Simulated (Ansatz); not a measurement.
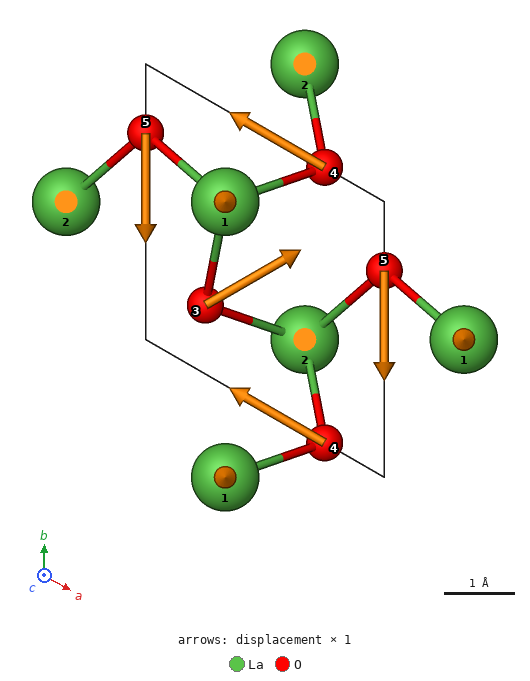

A relaxation of crystalline La$_{2}$O$_{3}$ (set up in P321) (coarse preliminary run). The starting structure is drawn; orange arrows show the displacements (the part carried along by the change of the cell is left out), at their true length.

The picture is a ball-and-stick view of the cell of the calculation, seen along the c axis.

The calculation used DFT PBE, scalar-relativistic, plane waves, PAW (Ansatz).

The input:
```yaml
crystal:
  lattice:
    - [3.94305603, 0.0, 0.0]
    - [-1.97152801, 3.41478669, 0.0]
    - [0.0, 0.0, 6.14033141]
  atoms:
    - { symbol: La, position: [0.3333333333, 0.6666666667, 0.25] }
    - { symbol: La, position: [0.6666666667, 0.3333333333, 0.75] }
    - { symbol: O, position: [0.25, 0.25, 0.0] }
    - { symbol: O, position: [0.75, 0.0, 0.0] }
    - { symbol: O, position: [0.0, 0.75, 0.0] }
basis:
  ecutwfc: 420
kpoints:
  mp_grid: { grid: [6, 6, 4] }
hamiltonian:
  xc: pbe
scf:
  occupations: { method: gaussian, width: 0.1 }
output:
  forces: true
  stress: true
  eigenvalues: true
relax:
  adjacent_minimum: "off"
  f_tol: 0.05
  max_steps: 80
  cell: { stress_tol: 0.5 }
```

Command:
```bash
ansatz run input.yaml --threads 8 --pin off --max-ram 14336MiB --backend cpu --events-out ev --progress --plain --runs-dir out
```

Atoms of which element are displaced furthest, and by how much?

Answer. Oxygen: up to 1.59 Å, against 0.82 Å for lanthanum.

What happened in the run?

Answer. The largest moves relative to the cell, 1.59 Å, are those of O3, O4 and O5. O4 goes along −a. By element the largest moves are O 1.59 Å, La 0.82 Å. Cell: a = b 3.943 → 6.356 Å (+61.2 %), c 6.140 → 3.291 Å (−46.4 %). Volume +39.3 %. Near-neighbour distances that change, for instance: O3–O4 1.707 → 5.504 Å, La1–La1 6.140 → 3.291 Å, La1–O3 4.845 → 2.465 Å, La1–O3 (another image) 2.150 → 2.465 Å. New bonds form: La1–O3 (4.85 → 2.46 Å), La1–O4 (4.85 → 2.46 Å), La1–O5 (4.85 → 2.46 Å), La2–O3 (4.85 → 2.46 Å). Bond angles that change, for instance: La1–O3–La2 125.4° → 180.0°, O3–La1–O4 74.7° → 80.3°. The space group (tolerance 0.01 Å) goes from P321 (No. 150) to P6/mmm (No. 191). Over 28 accepted moves (32 points after the start) the energy falls by 13.630 eV per cell of the calculation. The largest force component goes from 7.7 to 0.0003 eV/Å. The pressure goes from 39.57 to 0.23 GPa. The line search rejected the trial step at point 10 of the run. The SCF was repeated 3 times at an unchanged geometry on a basis and grid sized afresh for the cell, which shifted the energy by 1.738 eV per cell of the calculation at most.
